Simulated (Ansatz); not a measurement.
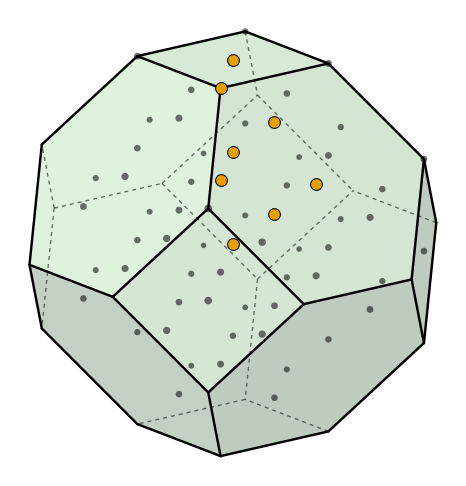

The Γ-centred 4×4×4 k-point mesh of a calculation on CdSe (DFT, HSE06, plane waves, PAW in Ansatz), folded into the first Brillouin zone of the 2-atom cell that was run; each point of the zone's surface is drawn once. One point of each star is marked in colour. Space group Fm-3m. The structure was generated and need not be a known form of this composition.

```
CELL_PARAMETERS angstrom
0.00000 2.84295 2.84295
2.84295 0.00000 2.84295
2.84295 2.84295 0.00000
ATOMIC_POSITIONS crystal
Cd 0.00000 0.00000 0.00000
Se 0.50000 0.50000 0.50000
```

To how many irreducible points do the crystal's point group and time reversal reduce the mesh (magnetic order left aside)?

8 of 64.

List one member of each star with its weight, in the reciprocal vectors of this cell.

| k₁ | k₂ | k₃ | weight |
| --- | --- | --- | --- |
| 0 | 0 | 0 | 1 |
| 1/4 | 1/4 | 1/4 | 8 |
| 1/4 | 1/4 | 0 | 6 |
| 1/4 | 1/2 | 1/4 | 12 |
| 1/2 | 1/2 | 1/4 | 24 |
| 1/2 | 1/2 | 1/2 | 4 |
| 1/2 | 1/2 | 0 | 3 |
| 1/2 | 3/4 | 1/4 | 6 |

How fine is the mesh?

Spacing |bᵢ|/nᵢ = 0.478, 0.478, 0.478 1/Å (2π included).
